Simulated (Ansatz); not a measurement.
## CaF$_{2}$: geometry relaxation (part 2 of 2)

Continued. System: CaF$_{2}$ (Fm-3m, 3 atoms in the cell). Method: DFT LDA, scalar-relativistic, plane waves, PAW, no spin polarisation (Ansatz 0.2.0); cutoff 420 eV, 8×8×8 k-mesh, fixed occupations. The structure derives from an entry of the Crystallography Open Database. It belongs to a series of runs on one base structure; here: relaxed at 9 GPa.

Geometry of the input (Å; fractional positions):
```
0.0000  2.6630  2.6630
2.6630  0.0000  2.6630
2.6630  2.6630  0.0000
Ca 0.0000  0.0000  0.0000
F  0.2500  0.2500  0.2500
F  0.7500  0.7500  0.7500
```

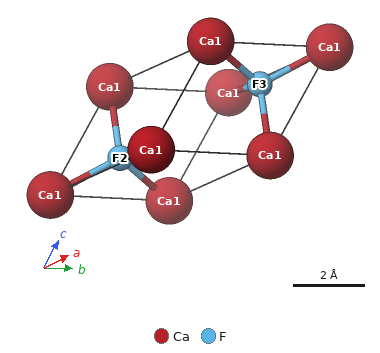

Fig. 1: The geometry at step 3 of the log (ball-and-stick view of the cell of the calculation, seen at an oblique angle; atoms are numbered from 1 in the order of the input).

The program's output, continued:
```
SCF iter   1: F=—  HF=-3366.592212 eV  |F-HF|=—  |Δ(HF+E_count)|=         —  Δρ=7.82e-4  dr2=3.00e-5  ethr=7.48e-7  ⟨swp⟩=2.1  Hψ=3459  notcnv=0  defer=55
preconditioner: auto → none  [insulator: Δε(μ)=7.832 eV  Ē_g=18.929 eV  n_scr=14 (ndim 8)  ℏωp=29.4 eV  f_vac=0.083  ε∞_Penn≈3.4]
SCF iter   2: F=—  HF=-3366.592204 eV  |F-HF|=—  |Δ(HF+E_count)|=   8.21e-6  Δρ=3.30e-4  dr2=1.03e-5  ethr=1.25e-7  ⟨swp⟩=2.0  Hψ=783  notcnv=0  defer=16
SCF iter   3: F=—  HF=-3366.592202 eV  |F-HF|=—  |Δ(HF+E_count)|=   1.84e-6  Δρ=1.71e-4  dr2=1.73e-6  ethr=4.27e-8  ⟨swp⟩=2.0  Hψ=637  notcnv=0  defer=4
SCF iter   4: F=—  HF=-3366.592202 eV  |F-HF|=—  |Δ(HF+E_count)|=   2.65e-7  Δρ=1.08e-5  dr2=9.49e-9  ethr=7.21e-9  ⟨swp⟩=2.1  Hψ=779  notcnv=0  defer=1
SCF iter   5: F=—  HF=-3366.592202 eV  |F-HF|=—  |Δ(HF+E_count)|=   2.52e-9  Δρ=2.24e-6  dr2=4.64e-10  ethr=3.95e-11  ⟨swp⟩=1.9  Hψ=634  notcnv=0  defer=1
SCF iter   6: F=-3366.592202 eV  HF=-3366.592202 eV  |F-HF|=9.09e-13  |Δ(HF+E_count)|=  1.11e-10  Δρ=8.09e-8  dr2=1.17e-12  ethr=1.00e-12  ⟨swp⟩=5.1  Hψ=2601  notcnv=0
SCF 5 converged in 6 iterations: F = -3366.592202 eV  dr2 = 1.17e-12
relax step   5: F+E_penalty+E_count = -3366.59220209 eV  Δ(F+E_penalty+E_count) = +9.870e-3 eV  max|allowed force component| = 3.007e-17 eV/Å  Δτ_max = 0.0000 Å  P = +8.434 GPa  Ω = 35.185 Å³  stress off target by 5.66e-1 GPa  SCF on the basis re-selected at this cell (its energy is not comparable with the rows above)  (6 SCF iters)
basis re-selected at this cell: Δ(F+E_penalty+E_count) = +9.870e-3 eV, ΔP = -0.566 GPa vs the last step (what re-selecting the basis moved, of the pressure what is left beyond the Pulay correction that the steps carried, after the strain that the cell walked since its last selection, with what the two solves' SCF thresholds leave and, on support functions, any second-order correction that the steps lacked; it is no measure of the basis error at this ecutwfc). The dense FFT grid was sized anew with the basis: this SCF ran on 25×25×25 points, the steps before it on 27×27×27, so part of this shift can come from that change (see relax.cell in the input reference). This SCF's stress stands 5.66e-1 GPa from its target on what of the cell is left free (relax.cell.stress_tol is 2.00e-2 GPa) and its largest allowed force component is 3.01e-17 eV/Å (relax.f_tol is 1.00e-3 eV/Å): not within both, so this SCF does not close the relaxation
Crystal: 3 atoms, lattice volume = 35.045 Å³
iter 1 solved again at ethr=2.10e-7 eV; its pass at ethr=3.10e-3 eV (dr2=5.05e-5 eV) is discarded
SCF iter   1: F=—  HF=-3366.585426 eV  |F-HF|=—  |Δ(HF+E_count)|=         —  Δρ=3.01e-4  dr2=4.75e-5  ethr=2.10e-7  ⟨swp⟩=2.0  Hψ=2437  notcnv=0
preconditioner: auto → none  [insulator: Δε(μ)=7.856 eV  Ē_g=18.947 eV  n_scr=14 (ndim 8)  ℏωp=29.4 eV  f_vac=0.080  ε∞_Penn≈3.4]
SCF iter   2: F=—  HF=-3366.585405 eV  |F-HF|=—  |Δ(HF+E_count)|=   2.03e-5  Δρ=1.88e-4  dr2=6.78e-6  ethr=1.98e-7  ⟨swp⟩=2.0  Hψ=855  notcnv=0  defer=53
SCF iter   3: F=—  HF=-3366.585404 eV  |F-HF|=—  |Δ(HF+E_count)|=   1.47e-6  Δρ=7.88e-5  dr2=1.71e-6  ethr=2.82e-8  ⟨swp⟩=2.0  Hψ=783  notcnv=0  defer=54
SCF iter   4: F=-3366.585403 eV  HF=-3366.585403 eV  |F-HF|=2.29e-8  |Δ(HF+E_count)|=   4.48e-7  Δρ=2.16e-5  dr2=8.87e-8  ethr=1.25e-9  ⟨swp⟩=5.3  Hψ=2385  notcnv=0
SCF 6 converged in 4 iterations: F = -3366.585403 eV  dr2 = 8.87e-8
relax step   6: F+E_penalty+E_count = -3366.58540345 eV  Δ(F+E_penalty+E_count) = +6.799e-3 eV  max|allowed force component| = 2.005e-17 eV/Å  Δτ_max = 0.0000 Å  P = +9.015 GPa  Ω = 35.045 Å³  energy of the carried Pulay correction = +8.172e-4 eV  (4 SCF iters, dr2 threshold 3.00e-7 eV, accepted)
iter 1 solved again at ethr=9.13e-7 eV; its pass at ethr=3.10e-3 eV (dr2=2.19e-4 eV) is discarded
SCF iter   1: F=—  HF=-3366.584462 eV  |F-HF|=—  |Δ(HF+E_count)|=         —  Δρ=5.59e-5  dr2=1.86e-7  ethr=9.13e-7  ⟨swp⟩=2.1  Hψ=3452  notcnv=0  defer=55
eigensolver tolerance schedule: the retry pair's looser diagonalisation over-reported the residual by 1175.56 of it (diagonalisation noise at 0.53 of the residual, at the tolerance the schedule requests for it); recorded, not acted on — ethr = c·dr2/N_el stays at c = 1.0e-1
preconditioner: auto → none  [insulator: Δε(μ)=7.860 eV  Ē_g=18.952 eV  n_scr=14 (ndim 8)  ℏωp=29.4 eV  f_vac=0.083  ε∞_Penn≈3.4]
SCF iter   2: F=—  HF=-3366.584462 eV  |F-HF|=—  |Δ(HF+E_count)|=   3.14e-7  Δρ=2.39e-5  dr2=5.26e-8  ethr=7.76e-10  ⟨swp⟩=2.0  Hψ=805  notcnv=0  defer=12
SCF iter   3: F=—  HF=-3366.584462 eV  |F-HF|=—  |Δ(HF+E_count)|=   2.25e-9  Δρ=1.22e-5  dr2=2.35e-8  ethr=2.19e-10  ⟨swp⟩=2.0  Hψ=648  notcnv=0  defer=12
SCF iter   4: F=—  HF=-3366.584462 eV  |F-HF|=—  |Δ(HF+E_count)|=   7.47e-9  Δρ=1.30e-6  dr2=2.21e-10  ethr=9.78e-11  ⟨swp⟩=2.0  Hψ=691  notcnv=0  defer=12
SCF iter   5: F=—  HF=-3366.584462 eV  |F-HF|=—  |Δ(HF+E_count)|=  1.96e-11  Δρ=3.20e-7  dr2=8.37e-12  ethr=1.00e-12  ⟨swp⟩=2.0  Hψ=646  notcnv=0  defer=12
SCF iter   6: F=-3366.584462 eV  HF=-3366.584462 eV  |F-HF|=0.00e0  |Δ(HF+E_count)|=  5.46e-12  Δρ=2.06e-8  dr2=1.09e-13  ethr=1.00e-12  ⟨swp⟩=7.4  Hψ=2573  notcnv=0
SCF 7 converged in 6 iterations: F = -3366.584462 eV  dr2 = 1.09e-13
relax step   7: F+E_penalty+E_count = -3366.58446168 eV  Δ(F+E_penalty+E_count) = +9.418e-4 eV  max|allowed force component| = 2.005e-17 eV/Å  Δτ_max = 0.0000 Å  P = +8.989 GPa  Ω = 35.045 Å³  stress off target by 1.12e-2 GPa  SCF on the basis re-selected at this cell (its energy is not comparable with the rows above)  (6 SCF iters)
basis re-selected at this cell: Δ(F+E_penalty+E_count) = +9.418e-4 eV, ΔP = -0.026 GPa vs the last step (what re-selecting the basis moved, of the pressure what is left beyond the Pulay correction that the steps carried, after the strain that the cell walked since its last selection, with what the two solves' SCF thresholds leave and, on support functions, any second-order correction that the steps lacked; it is no measure of the basis error at this ecutwfc). This SCF's stress stands 1.12e-2 GPa from its target on what of the cell is left free (relax.cell.stress_tol is 2.00e-2 GPa) and its largest allowed force component is 2.00e-17 eV/Å (relax.f_tol is 1.00e-3 eV/Å): within both
SCF converged after 6 iterations
Free energy (F): -3366.584462 eV
Harris-Foulkes:  -3366.584462 eV  (|F-HF|=0.00e0)
Internal energy: -3366.584462 eV  (E = F + TS)
E sigma→0 (E₀):  -3366.584462 eV
Fermi energy:    4.478438 eV
--- Per-component energies (eV) ---
  E_band       = -153.550841
  E_kinetic    = 695.193484
  E_local      = -1663.869134  (includes V_loc(G=0)·N_el)
  E_nonlocal   = 218.909069
  E_hartree    = 586.697162
  E_xc         = -294.487365
  E_vxc        = -376.254607  (∫ρ·V_xc dr)
  E_paw        = -1192.111261  (= ΣΔE_a)
  E_vpaw       = -200.928098  (= ΣTr[D̂ρ^β])
  E_aug_tail   = 0.004116  (compensation charges beyond the density's cutoff)
  E_ewald      = -1717.430200
  E_core_change = 0.509669  (= ΣΔE_core)
  E_smearing   = -0.000000  (= −TS)
  E_closure    = -0.000000  (closes the sum)
  Σ components = -3366.584462   (vs F -3366.584462, Δ=0.00e0)
--- Forces (eV/Å), atoms counted from 1 ---
  atom   1  Ca    -0.00000000     0.00000000    -0.00000000
  atom   2  F      0.00000000     0.00000000    -0.00000000
  atom   3  F     -0.00000000    -0.00000000     0.00000000
  max |Σ_I F_I| component: 4.63e-18 eV/Å
--- Stress (GPa, compression-positive) ---
        8.988845      -0.000000      -0.000000
       -0.000000       8.988845       0.000000
       -0.000000      -0.000000       8.988845
  P = ⅓ Tr σ = 8.9888 GPa (89.888 kbar)
--- Band table (eV; the first three rows and the last of 29) ---
  k-point 0: bands = ["-30.3782", "-15.4533", "-14.3896", "-11.5503", "-11.5503", "-11.5503", "1.7880", "1.7880", "1.7880", "4.1980", "4.1980", "4.1980", "12.3381", "14.0613", "14.0613", "16.9077"]
  k-point 1: bands = ["-30.3661", "-15.5210", "-14.4515", "-11.5630", "-11.5630", "-11.4510", "1.8816", "1.8816", "1.9778", "3.9770", "4.1082", "4.1082", "12.7678", "14.1138", "14.1138", "16.7148"]
  k-point 2: bands = ["-30.3368", "-15.6439", "-14.6472", "-11.5933", "-11.5933", "-11.1956", "2.1198", "2.1198", "2.4219", "3.5191", "3.8885", "3.8885", "13.6815", "14.2321", "14.2321", "16.4098"]
  k-point 28: bands = ["-30.2674", "-15.5179", "-15.5179", "-11.7730", "-11.0550", "-11.0550", "1.7484", "1.9448", "3.2598", "3.2598", "4.1123", "4.3625", "13.1326", "14.8553", "15.2789", "15.2789"]
--- Relaxed structure (5 steps of the walk, 5 accepted, 2 SCFs on fresh bases) ---
  F+E_penalty+E_count = -3366.58446168 eV   max|allowed force component| = 2.005e-17 eV/Å   (the final SCF, on the basis selected at the relaxed cell)
  cell:  # Å, volume = 35.0451 Å³
    - [-3.3756839717933284e-34, 2.597362665059327, 2.597362665059327]
    - [2.597362665059327, -1.2738430082238982e-35, 2.597362665059327]
    - [2.597362665059327, 2.597362665059327, 3.630452573438107e-34]
  atoms:
    - { symbol: Ca, position: [1.5226017845306195e-35, -4.97979655930173e-35, 5.500867341380499e-35] }
    - { symbol: F, position: [0.24999999999999997, 0.24999999999999997, 0.24999999999999997] }
    - { symbol: F, position: [0.7499999999999998, 0.7499999999999998, 0.7499999999999998] }
```

Trajectory as extended XYZ (Å, eV, eV/Å), 7 frames, from step=1 to step=7:
```
3
Lattice="0.0000 2.6630 2.6630 2.6630 0.0000 2.6630 2.6630 2.6630 0.0000" Properties=species:S:1:pos:R:3:forces:R:3 step=1 energy=-3366.65608 pressure_GPa=-0.00
Ca    0.0000    0.0000    0.0000    0.0000   0.0000   0.0000
F     1.3315    1.3315    1.3315    0.0000   0.0000   0.0000
F     3.9945    3.9945    3.9945    0.0000   0.0000   0.0000
3
Lattice="0.0000 2.6026 2.6026 2.6026 0.0000 2.6026 2.6026 2.6026 0.0000" Properties=species:S:1:pos:R:3:forces:R:3 step=2 energy=-3366.60563 pressure_GPa=8.71
Ca    0.0000    0.0000    0.0000    0.0000   0.0000   0.0000
F     1.3013    1.3013    1.3013    0.0000   0.0000   0.0000
F     3.9039    3.9039    3.9039    0.0000   0.0000   0.0000
3
Lattice="0.0000 2.6006 2.6006 2.6006 0.0000 2.6006 2.6006 2.6006 0.0000" Properties=species:S:1:pos:R:3:forces:R:3 step=3 energy=-3366.60173 pressure_GPa=9.03
Ca    0.0000    0.0000    0.0000    0.0000   0.0000   0.0000
F     1.3003    1.3003    1.3003    0.0000   0.0000   0.0000
F     3.9010    3.9010    3.9010    0.0000   0.0000   0.0000
3
Lattice="0.0000 2.6008 2.6008 2.6008 0.0000 2.6008 2.6008 2.6008 0.0000" Properties=species:S:1:pos:R:3:forces:R:3 step=4 energy=-3366.60207 pressure_GPa=9.00
Ca    0.0000    0.0000    0.0000    0.0000   0.0000   0.0000
F     1.3004    1.3004    1.3004    0.0000   0.0000   0.0000
F     3.9012    3.9012    3.9012    0.0000   0.0000   0.0000
3
Lattice="0.0000 2.6008 2.6008 2.6008 0.0000 2.6008 2.6008 2.6008 0.0000" Properties=species:S:1:pos:R:3:forces:R:3 step=5 energy=-3366.59220 pressure_GPa=8.43
Ca    0.0000    0.0000    0.0000    0.0000   0.0000   0.0000
F     1.3004    1.3004    1.3004    0.0000   0.0000   0.0000
F     3.9012    3.9012    3.9012    0.0000   0.0000   0.0000
3
Lattice="0.0000 2.5974 2.5974 2.5974 0.0000 2.5974 2.5974 2.5974 0.0000" Properties=species:S:1:pos:R:3:forces:R:3 step=6 energy=-3366.58540 pressure_GPa=9.01
Ca    0.0000    0.0000    0.0000    0.0000   0.0000   0.0000
F     1.2987    1.2987    1.2987    0.0000   0.0000   0.0000
F     3.8960    3.8960    3.8960    0.0000   0.0000   0.0000
3
Lattice="0.0000 2.5974 2.5974 2.5974 0.0000 2.5974 2.5974 2.5974 0.0000" Properties=species:S:1:pos:R:3:forces:R:3 step=7 energy=-3366.58446 pressure_GPa=8.99
Ca    0.0000    0.0000    0.0000    0.0000   0.0000   0.0000
F     1.2987    1.2987    1.2987    0.0000   0.0000   0.0000
F     3.8960    3.8960    3.8960    0.0000   0.0000   0.0000
```

Results in brief:

| quantity | value |
| --- | --- |
| outcome | converged |
| space group (tolerance 0.01 Å) | Fm-3m (225) |
| electrons treated | 24 |
| free energy | −3366.5845 eV |
| Fermi energy | 4.478 eV |
| gap on the k-point mesh | 7.86 eV |
| pressure | 8.99 GPa |
| final volume | 35.05 Å³ |
| largest force (length of the vector) at the end | under 0.001 eV/Å |
| final cell | a = 3.673 Å, b = 3.673 Å, c = 3.673 Å, α = 60.00°, β = 60.00°, γ = 60.00° |
| hardware | 1 thread of Intel Xeon (Granite Rapids), 192 GiB of memory available, shared host |
| wall time | 4 s |
| peak memory | 0.31 GiB |

The cell was relaxed to the target pressure of the input; what is minimised is then the enthalpy E + pV.
